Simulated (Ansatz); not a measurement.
## SiO: geometry relaxation (part 1 of 2)

SiO (P2₁3, 8 atoms in the cell), computed with DFT PBE, scalar-relativistic, plane waves, PAW, no spin polarisation (Ansatz 0.2.0).

The structure was made by swapping elements on the sites of another compound; it need not be a known phase. It belongs to a series of runs on one base structure; here: FeSi (B20) type (P2_13, No. 198).

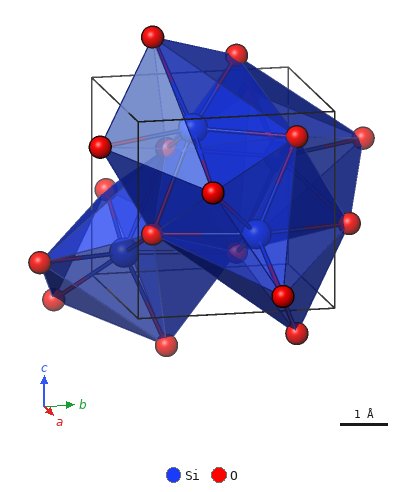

*The input geometry (polyhedral view of the cell of the calculation, seen slightly off an axis; polyhedra are completed across the faces of the cell).*

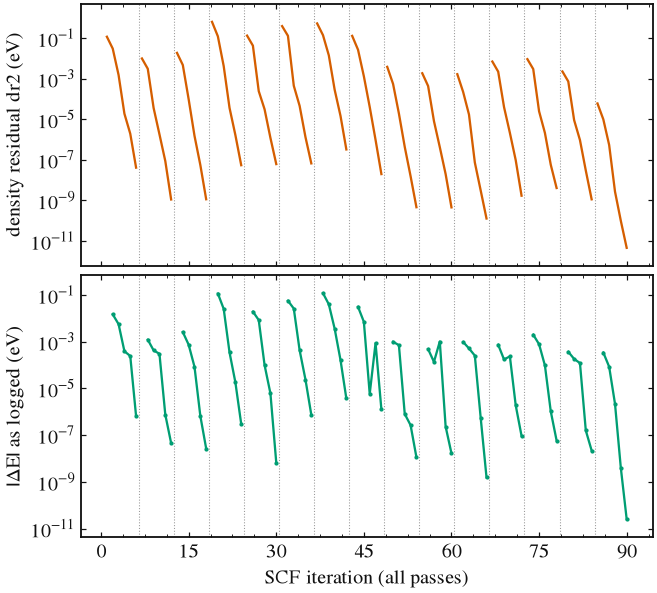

*Convergence of the self-consistent field: density residual dr2 and size of the energy change against the SCF iteration. The dotted lines part the SCF passes of the relaxation: geometry steps, rejected trials and re-solves on a re-selected basis.*

The 15 passes take 6 iterations each, 90 in all.

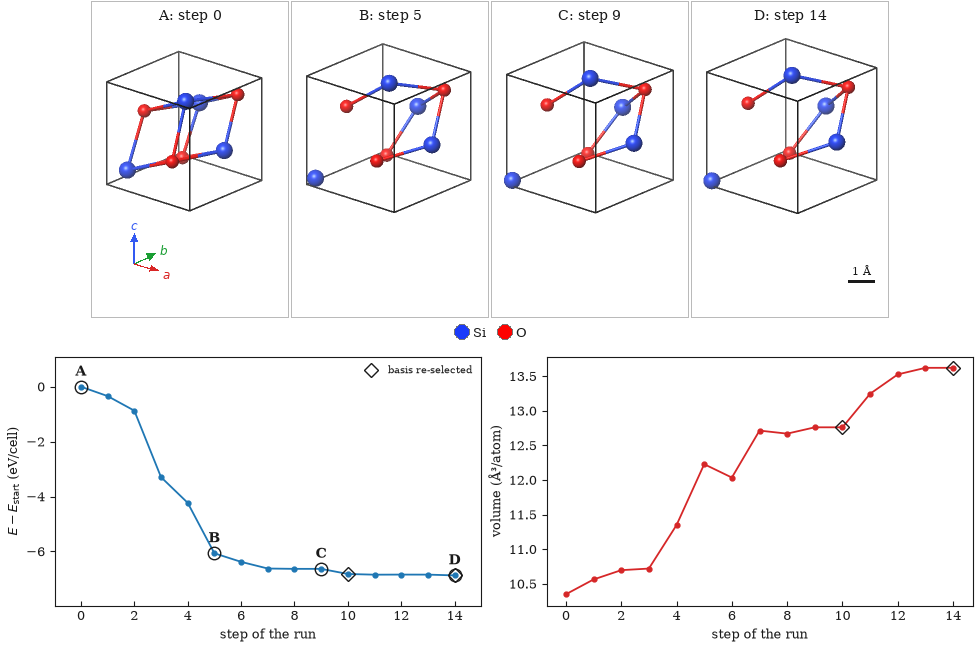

*Frames of the relaxation (ball-and-stick view of the cell of the calculation, seen at an oblique angle) above the curves, on which the letters mark them (the first geometry is step 0 here and step 1 in the log).*

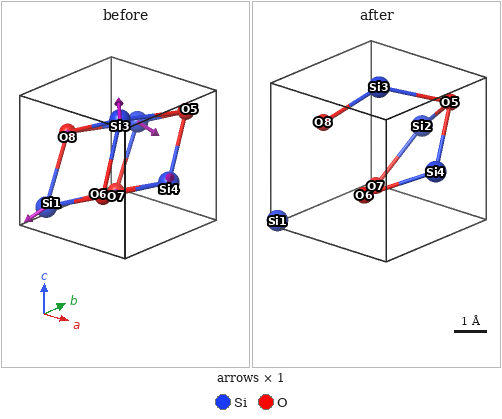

*Before (left) and after (right) the relaxation, at one scale (ball-and-stick view of the cell of the calculation, seen at an oblique angle). The pink arrows give the displacements (without the part carried along by the change of the cell), at true length.*

Over 12 geometry steps the energy falls by 6.844 eV per cell of the calculation. Largest force component: 0.55 eV/Å at the start, 0.0075 eV/Å at the end. Pressure: 2.64 GPa at the start and 0.18 GPa at the end. 1 further SCF at an unchanged geometry re-selected the plane-wave basis for the new cell. The largest moves relative to the cell, 0.85 Å, are those of Si1, Si2, Si3 and Si4. By element the largest moves are Si 0.85 Å, O 0.09 Å. Cell: a = b = c 4.358 → 4.776 Å (+9.6 %). Volume +31.6 %. Among the contacts that change: Si1–O6 2.453 → 3.425 Å, Si1–O5 2.185 → 1.633 Å. Among the angles that change: O5–Si4–O8 74.2° → 95.0°, Si1–O6–Si3 71.7° → 85.3°, Si1–O6–Si2 137.4° → 128.5°. The space group stays P2_13 (No. 198). The energy change given includes the shifts at the re-selections in mid-walk, which come without any move. A last SCF at the same geometry on a re-selected plane-wave basis shifts the energy by −27.7 meV per cell of the calculation. (Atoms are counted from 1 in the order of the input.)

The input that produced these results follows, with the program's output.

### Input file
```yaml
crystal:
  lattice:
    - [4.3584736334, 0.0, 0.0]
    - [0.0, 4.3584736334, 0.0]
    - [0.0, 0.0, 4.3584736334]
  atoms:
    - { symbol: Si, position: [0.134, 0.134, 0.134] }
    - { symbol: Si, position: [0.366, 0.866, 0.634] }
    - { symbol: Si, position: [0.634, 0.366, 0.866] }
    - { symbol: Si, position: [0.866, 0.634, 0.366] }
    - { symbol: O, position: [0.8445, 0.8445, 0.8445] }
    - { symbol: O, position: [0.6555, 0.1555, 0.3445] }
    - { symbol: O, position: [0.3445, 0.6555, 0.1555] }
    - { symbol: O, position: [0.1555, 0.3445, 0.6555] }
basis:
  ecutwfc: 420
kpoints:
  mp_grid: { grid: [4, 4, 4] }
hamiltonian:
  xc: pbe
scf:
  occupations: { method: gaussian, width: 0.1 }
  lower_state_search: "off"
output:
  forces: true
  stress: true
  eigenvalues: true
relax:
  adjacent_minimum: "off"
  f_tol: 0.04
  max_steps: 70
  cell: { stress_tol: 0.4 }
```

Run as:
```bash
ansatz run input.yaml --threads 1 --pin off --max-ram 2560MiB --backend cpu --events-out ev --progress --plain --runs-dir out
```

### The program's output
```
Engine: ansatz 0.2.0, x86_64-unknown-linux-gnu
Pseudopotentials: kind: paw
Pseudopotential: Si, paw, valence charge 4, recommended cutoff 420 eV (normal), Si.paw.azcp
Pseudopotential: O, paw, valence charge 6, recommended cutoff 420 eV (normal), O.paw.azcp
Functional definition: PBE
  parameter kappa = 0.804
  parameter beta = 0.06672455060314922
  exchange = pbe_x(kappa = kappa, mu = beta*pi^2/3)
  correlation = pbe_c(beta = beta)
Crystal: 8 atoms, lattice volume = 82.795 Å³
Basis set: ecut = 420 eV, 1647 PW (Γ), exchange–correlation on 60×60×60 points (8 copies of the dense FFT grid, shifted against one another)
Bands: 28, of which v1, the nominal top of the filled ones, is band 20 counted from 1 (19 counted from 0)
Symmetry: 12 space group operations
Space group: P213 (ITA 198), of the structure as read, at distance tolerance 4.4e-5 Å
k-points: 11 of 64 (time reversal used)
Non-local potential: Si, projectors of the file, l = 0: 2, l = 1: 2, l = 2: 2
Non-local potential: O, projectors of the file, l = 0: 2, l = 1: 2, l = 2: 1
PAW form: soft (Blöchl's): semilocal exchange-correlation on the pseudo side does not see the compensation charge
PAW one-centre angular grid: Si, 110 points (default); XC on 64 Gauss nodes
PAW one-centre angular grid: O, 110 points (default); XC on 64 Gauss nodes
Initial density: superposition of atomic densities (neutral atoms: chi_scale 0, normalization atom), corrected by the library's trained network
Initial wavefunctions: pseudopotential atomic-orbital guess
Functional: x = pbe(κ = 0.804, μ = 0.2195149727645171), c = pbe(β = 0.06672455060314922)
SCF iter   1: F=—  HF=-4803.141424 eV  |F-HF|=—  |Δ(HF+E_count)|=         —  Δρ=1.05e-2  dr2=1.18e-1  ethr=1.77e-3  ⟨swp⟩=5.3  Hψ=1443  notcnv=0  defer=1
preconditioner: auto → Kerker (q_TF=auto, 2.417 Å⁻¹)  [metal: Δε(μ)=0.036 eV  Ē_g=10.886 eV  σ=0.100 eV  W_gap=0.20  n_scr=18 (ndim 8)  ℏωp=25.8 eV  f_vac=0.000  D(μ)=3.19/eV (n_scr^D=26)]
SCF iter   2: F=—  HF=-4803.126506 eV  |F-HF|=—  |Δ(HF+E_count)|=   1.49e-2  Δρ=4.92e-3  dr2=3.07e-2  ethr=2.96e-4  ⟨swp⟩=1.1  Hψ=397  notcnv=0  defer=4
SCF iter   3: F=—  HF=-4803.120836 eV  |F-HF|=—  |Δ(HF+E_count)|=   5.67e-3  Δρ=1.01e-3  dr2=1.54e-3  ethr=7.68e-5  ⟨swp⟩=2.1  Hψ=439  notcnv=0  defer=4
SCF iter   4: F=—  HF=-4803.120443 eV  |F-HF|=—  |Δ(HF+E_count)|=   3.93e-4  Δρ=1.80e-4  dr2=1.90e-5  ethr=3.84e-6  ⟨swp⟩=2.3  Hψ=457  notcnv=0  defer=4
SCF iter   5: F=—  HF=-4803.120688 eV  |F-HF|=—  |Δ(HF+E_count)|=   2.45e-4  Δρ=4.99e-5  dr2=1.96e-6  ethr=4.75e-8  ⟨swp⟩=2.5  Hψ=513  notcnv=0  defer=4
SCF iter   6: F=-4803.120688 eV  HF=-4803.120688 eV  |F-HF|=1.90e-8  |Δ(HF+E_count)|=   6.47e-7  Δρ=7.69e-6  dr2=4.15e-8  ethr=2.50e-10  ⟨swp⟩=7.5  Hψ=1689  notcnv=0
SCF 1 converged in 6 iterations: F = -4803.120688 eV  dr2 = 4.15e-8
  greatest PAW one-centre occupation: 0.880 electrons in one spin orbital (limit 2), on the O atom at site 6 (counted from 0), in its partial waves of l = 0
relax step   1: F+E_penalty+E_count = -4803.12068821 eV  Δ(F+E_penalty+E_count) = +0.000e0 eV  max|allowed force component| = 5.473e-1 eV/Å  Δτ_max = 0.0000 Å  P = +2.637 GPa  Ω = 82.795 Å³  (6 SCF iters, dr2 threshold 1.00e-7 eV, accepted)
Crystal: 8 atoms, lattice volume = 84.505 Å³
Initial density: handed on by an earlier stage of this run
Initial wavefunctions: those handed on with the density
iter 1 solved again at ethr=2.53e-5 eV; its pass at ethr=3.10e-3 eV (dr2=1.01e-2 eV) is discarded
SCF iter   1: F=—  HF=-4803.464405 eV  |F-HF|=—  |Δ(HF+E_count)|=         —  Δρ=4.36e-3  dr2=1.00e-2  ethr=2.53e-5  ⟨swp⟩=2.0  Hψ=1706  notcnv=0
preconditioner: auto → Resta (q_TF=auto, 2.409 Å⁻¹)  ε∞=6.7  [insulator: Δε(μ)=0.134 eV  Ē_g=10.732 eV  σ=0.100 eV  W_gap=0.65  n_scr=18 (ndim 8)  ℏωp=25.5 eV  f_vac=0.000  D(μ)=2.74/eV (n_scr^D=18)  ε∞_Penn≈6.7]
SCF iter   2: F=—  HF=-4803.463170 eV  |F-HF|=—  |Δ(HF+E_count)|=   1.23e-3  Δρ=2.33e-3  dr2=3.11e-3  ethr=2.50e-5  ⟨swp⟩=1.0  Hψ=308  notcnv=0
SCF iter   3: F=—  HF=-4803.462745 eV  |F-HF|=—  |Δ(HF+E_count)|=   4.26e-4  Δρ=2.39e-4  dr2=3.62e-5  ethr=7.76e-6  ⟨swp⟩=2.0  Hψ=482  notcnv=0
SCF iter   4: F=—  HF=-4803.463050 eV  |F-HF|=—  |Δ(HF+E_count)|=   3.05e-4  Δρ=4.97e-5  dr2=1.83e-6  ethr=9.06e-8  ⟨swp⟩=2.1  Hψ=529  notcnv=0
iter 5 did not close the SCF: its close was put off for the readings that it lacked (scf_convergence_deferred on its scf_iter line)
SCF iter   5: F=-4803.463051 eV  HF=-4803.463051 eV  |F-HF|=3.41e-8  |Δ(HF+E_count)|=   7.60e-7  Δρ=1.01e-5  dr2=8.79e-8  ethr=4.58e-9  ⟨swp⟩=2.5  Hψ=536  notcnv=0
SCF iter   6: F=-4803.463051 eV  HF=-4803.463051 eV  |F-HF|=7.49e-10  |Δ(HF+E_count)|=   4.58e-8  Δρ=1.46e-6  dr2=1.12e-9  ethr=2.20e-10  ⟨swp⟩=1.5  Hψ=943  notcnv=0
SCF 2 converged in 6 iterations: F = -4803.463051 eV  dr2 = 1.12e-9
[... from here on the iterations of each SCF are left out, up to the last one ...]
relax step   2: F+E_penalty+E_count = -4803.46305102 eV  Δ(F+E_penalty+E_count) = -3.424e-1 eV  max|allowed force component| = 8.431e-1 eV/Å  Δτ_max = 0.0491 Å  P = -1.486 GPa  Ω = 84.505 Å³  energy of the carried Pulay correction = -6.142e-3 eV  (6 SCF iters, dr2 threshold 8.00e-7 eV, accepted)
Crystal: 8 atoms, lattice volume = 85.580 Å³
Basis set: ecut = 420 eV, 1743 PW (Γ), exchange–correlation on 60×60×60 points (8 copies of the dense FFT grid, shifted against one another)
preconditioner: auto → Resta (q_TF=auto, 2.403 Å⁻¹)  ε∞=6.6  [insulator: Δε(μ)=0.132 eV  Ē_g=10.744 eV  σ=0.100 eV  W_gap=0.64  n_scr=18 (ndim 8)  ℏωp=25.4 eV  f_vac=0.000  D(μ)=2.28/eV (n_scr^D=18)  ε∞_Penn≈6.6]
SCF 3 converged in 6 iterations: F = -4803.993550 eV  dr2 = 1.15e-9
relax step   3: F+E_penalty+E_count = -4803.99355013 eV  Δ(F+E_penalty+E_count) = -5.305e-1 eV  max|allowed force component| = 1.218e0 eV/Å  Δτ_max = 0.0669 Å  P = -3.508 GPa  Ω = 85.580 Å³  energy of the carried Pulay correction = -9.938e-3 eV  (6 SCF iters, dr2 threshold 8.00e-7 eV, accepted)
Crystal: 8 atoms, lattice volume = 85.765 Å³
preconditioner: auto → Kerker (q_TF=auto, 2.403 Å⁻¹)  [metal: Δε(μ)=0.030 eV  Ē_g=11.358 eV  σ=0.100 eV  W_gap=0.17  n_scr=18 (ndim 8)  ℏωp=25.4 eV  f_vac=0.000  D(μ)=2.57/eV (n_scr^D=18)]
SCF 4 converged in 6 iterations: F = -4806.414149 eV  dr2 = 5.48e-8
relax step   4: F+E_penalty+E_count = -4806.41414904 eV  Δ(F+E_penalty+E_count) = -2.421e0 eV  max|allowed force component| = 1.580e0 eV/Å  Δτ_max = 0.1951 Å  P = +0.378 GPa  Ω = 85.765 Å³  energy of the carried Pulay correction = -1.059e-2 eV  (6 SCF iters, dr2 threshold 8.00e-7 eV, accepted)
Crystal: 8 atoms, lattice volume = 90.791 Å³
Basis set: ecut = 420 eV, 1791 PW (Γ), exchange–correlation on 60×60×60 points (8 copies of the dense FFT grid, shifted against one another)
preconditioner: auto → Resta (q_TF=auto, 2.380 Å⁻¹)  ε∞=6.0  [insulator: Δε(μ)=0.379 eV  Ē_g=11.067 eV  σ=0.100 eV  W_gap=0.99  n_scr=18 (ndim 8)  ℏωp=24.6 eV  f_vac=0.000  D(μ)=0.06/eV (n_scr^D=0)  ε∞_Penn≈6.0]
SCF 5 converged in 6 iterations: F = -4807.349749 eV  dr2 = 6.23e-8
relax step   5: F+E_penalty+E_count = -4807.34974875 eV  Δ(F+E_penalty+E_count) = -9.356e-1 eV  max|allowed force component| = 1.747e0 eV/Å  Δτ_max = 0.0914 Å  P = -2.580 GPa  Ω = 90.791 Å³  energy of the carried Pulay correction = -2.768e-2 eV  (6 SCF iters, dr2 threshold 8.00e-7 eV, accepted)
Crystal: 8 atoms, lattice volume = 97.831 Å³
Basis set: ecut = 420 eV, 1935 PW (Γ), exchange–correlation on 60×60×60 points (8 copies of the dense FFT grid, shifted against one another)
preconditioner: auto → Resta (q_TF=auto, 2.350 Å⁻¹)  ε∞=5.5  [insulator: Δε(μ)=1.333 eV  Ē_g=11.190 eV  σ=0.100 eV  W_gap=1.00  n_scr=18 (ndim 8)  ℏωp=23.7 eV  f_vac=0.000  D(μ)=0.00/eV (n_scr^D=0)  ε∞_Penn≈5.5]
SCF 6 converged in 6 iterations: F = -4809.188001 eV  dr2 = 6.73e-8
relax step   6: F+E_penalty+E_count = -4809.18800123 eV  Δ(F+E_penalty+E_count) = -1.838e0 eV  max|allowed force component| = 1.216e0 eV/Å  Δτ_max = 0.1958 Å  P = -4.896 GPa  Ω = 97.831 Å³  energy of the carried Pulay correction = -5.003e-2 eV  (6 SCF iters, dr2 threshold 8.00e-7 eV, accepted)
Crystal: 8 atoms, lattice volume = 96.286 Å³
Basis set: ecut = 420 eV, 1863 PW (Γ), exchange–correlation on 60×60×60 points (8 copies of the dense FFT grid, shifted against one another)
preconditioner: auto → Resta (q_TF=auto, 2.357 Å⁻¹)  ε∞=4.9  [insulator: Δε(μ)=1.914 eV  Ē_g=12.108 eV  σ=0.100 eV  W_gap=1.00  n_scr=18 (ndim 8)  ℏωp=23.9 eV  f_vac=0.000  D(μ)=0.00/eV (n_scr^D=0)  ε∞_Penn≈4.9]
SCF 7 converged in 6 iterations: F = -4809.499824 eV  dr2 = 3.28e-7
relax step   7: F+E_penalty+E_count = -4809.49982394 eV  Δ(F+E_penalty+E_count) = -3.118e-1 eV  max|allowed force component| = 8.616e-1 eV/Å  Δτ_max = 0.1949 Å  P = +9.564 GPa  Ω = 96.286 Å³  energy of the carried Pulay correction = -4.528e-2 eV  (6 SCF iters, dr2 threshold 8.00e-7 eV, accepted)
Crystal: 8 atoms, lattice volume = 101.715 Å³
preconditioner: auto → Resta (q_TF=auto, 2.335 Å⁻¹)  ε∞=5.1  [insulator: Δε(μ)=1.672 eV  Ē_g=11.450 eV  σ=0.100 eV  W_gap=1.00  n_scr=26 (ndim 8)  ℏωp=23.3 eV  f_vac=0.000  D(μ)=0.00/eV (n_scr^D=0)  ε∞_Penn≈5.1]
SCF 8 converged in 6 iterations: F = -4809.742940 eV  dr2 = 2.00e-8
relax step   8: F+E_penalty+E_count = -4809.74293976 eV  Δ(F+E_penalty+E_count) = -2.431e-1 eV  max|allowed force component| = 1.956e-1 eV/Å  Δτ_max = 0.0534 Å  P = -1.344 GPa  Ω = 101.715 Å³  energy of the carried Pulay correction = -6.164e-2 eV  (6 SCF iters, dr2 threshold 8.00e-7 eV, accepted)
Crystal: 8 atoms, lattice volume = 101.362 Å³
preconditioner: auto → Resta (q_TF=auto, 2.337 Å⁻¹)  ε∞=5.1  [insulator: Δε(μ)=1.742 eV  Ē_g=11.535 eV  σ=0.100 eV  W_gap=1.00  n_scr=26 (ndim 8)  ℏωp=23.3 eV  f_vac=0.000  D(μ)=0.00/eV (n_scr^D=0)  ε∞_Penn≈5.1]
SCF 9 converged in 6 iterations: F = -4809.755075 eV  dr2 = 4.65e-10
relax step   9: F+E_penalty+E_count = -4809.75507450 eV  Δ(F+E_penalty+E_count) = -1.213e-2 eV  max|allowed force component| = 7.575e-2 eV/Å  Δτ_max = 0.0060 Å  P = -0.084 GPa  Ω = 101.362 Å³  energy of the carried Pulay correction = -6.061e-2 eV  (6 SCF iters, dr2 threshold 8.00e-7 eV, accepted)
Crystal: 8 atoms, lattice volume = 102.094 Å³
preconditioner: auto → Resta (q_TF=auto, 2.334 Å⁻¹)  ε∞=5.1  [insulator: Δε(μ)=1.754 eV  Ē_g=11.499 eV  σ=0.100 eV  W_gap=1.00  n_scr=26 (ndim 8)  ℏωp=23.2 eV  f_vac=0.000  D(μ)=0.00/eV (n_scr^D=0)  ε∞_Penn≈5.1]
SCF 10 converged in 6 iterations: F = -4809.755479 eV  dr2 = 4.57e-10
relax step  10: F+E_penalty+E_count = -4809.75547906 eV  Δ(F+E_penalty+E_count) = -4.046e-4 eV  max|allowed force component| = 9.934e-5 eV/Å  Δτ_max = 0.0073 Å  P = -0.056 GPa  Ω = 102.094 Å³  energy of the carried Pulay correction = -6.275e-2 eV  (6 SCF iters, dr2 threshold 3.59e-7 eV, accepted)
Basis set: ecut = 420 eV, 1935 PW (Γ), exchange–correlation on 64×64×64 points (8 copies of the dense FFT grid, shifted against one another)
Initial wavefunctions: pseudopotential atomic-orbital guess (no wavefunctions were taken with the density)
preconditioner: auto → Resta (q_TF=auto, 2.334 Å⁻¹)  ε∞=5.1  [insulator: Δε(μ)=1.754 eV  Ē_g=11.492 eV  σ=0.100 eV  W_gap=1.00  n_scr=26 (ndim 8)  ℏωp=23.2 eV  f_vac=0.000  D(μ)=0.00/eV (n_scr^D=0)  ε∞_Penn≈5.1]
SCF 11 converged in 6 iterations: F = -4809.941630 eV  dr2 = 1.29e-10
relax step  11: F+E_penalty+E_count = -4809.94163036 eV  Δ(F+E_penalty+E_count) = -1.862e-1 eV  max|allowed force component| = 4.663e-3 eV/Å  Δτ_max = 0.0000 Å  P = +2.404 GPa  Ω = 102.094 Å³  stress off target by 2.40e0 GPa  SCF on the basis re-selected at this cell (its energy is not comparable with the rows above)  (6 SCF iters)
basis re-selected at this cell: Δ(F+E_penalty+E_count) = -1.862e-1 eV, ΔP = +2.460 GPa vs the last step (what re-selecting the basis moved, of the pressure what is left beyond the Pulay correction that the steps carried, after the strain that the cell walked since its last selection, with what the two solves' SCF thresholds leave and, on support functions, any second-order correction that the steps lacked; it is no measure of the basis error at this ecutwfc). The dense FFT grid was sized anew with the basis: this SCF ran on 32×32×32 points, the steps before it on 30×30×30, so part of this shift can come from that change (see relax.cell in the input reference). This SCF's stress stands 2.40e0 GPa from its target on what of the cell is left free (relax.cell.stress_tol is 4.00e-1 GPa) and its largest allowed force component is 4.66e-3 eV/Å (relax.f_tol is 4.00e-2 eV/Å): not within both, so this SCF does not close the relaxation
Crystal: 8 atoms, lattice volume = 105.976 Å³
Basis set: ecut = 420 eV, 2103 PW (Γ), exchange–correlation on 64×64×64 points (8 copies of the dense FFT grid, shifted against one another)
preconditioner: auto → Resta (q_TF=auto, 2.319 Å⁻¹)  ε∞=5.1  [insulator: Δε(μ)=1.822 eV  Ē_g=11.304 eV  σ=0.100 eV  W_gap=1.00  n_scr=26 (ndim 8)  ℏωp=22.8 eV  f_vac=0.000  D(μ)=0.00/eV (n_scr^D=0)  ε∞_Penn≈5.1]
SCF 12 converged in 6 iterations: F = -4809.967113 eV  dr2 = 1.72e-9
relax step  12: F+E_penalty+E_count = -4809.96711341 eV  Δ(F+E_penalty+E_count) = -2.548e-2 eV  max|allowed force component| = 5.740e-2 eV/Å  Δτ_max = 0.0227 Å  P = +0.788 GPa  Ω = 105.976 Å³  energy of the carried Pulay correction = -1.264e-2 eV  (6 SCF iters, dr2 threshold 8.00e-7 eV, accepted)
Crystal: 8 atoms, lattice volume = 108.211 Å³
preconditioner: auto → Resta (q_TF=auto, 2.311 Å⁻¹)  ε∞=5.1  [insulator: Δε(μ)=1.841 eV  Ē_g=11.176 eV  σ=0.100 eV  W_gap=1.00  n_scr=26 (ndim 8)  ℏωp=22.6 eV  f_vac=0.000  D(μ)=0.00/eV (n_scr^D=0)  ε∞_Penn≈5.1]
SCF 13 converged in 6 iterations: F = -4809.963853 eV  dr2 = 4.12e-9
```
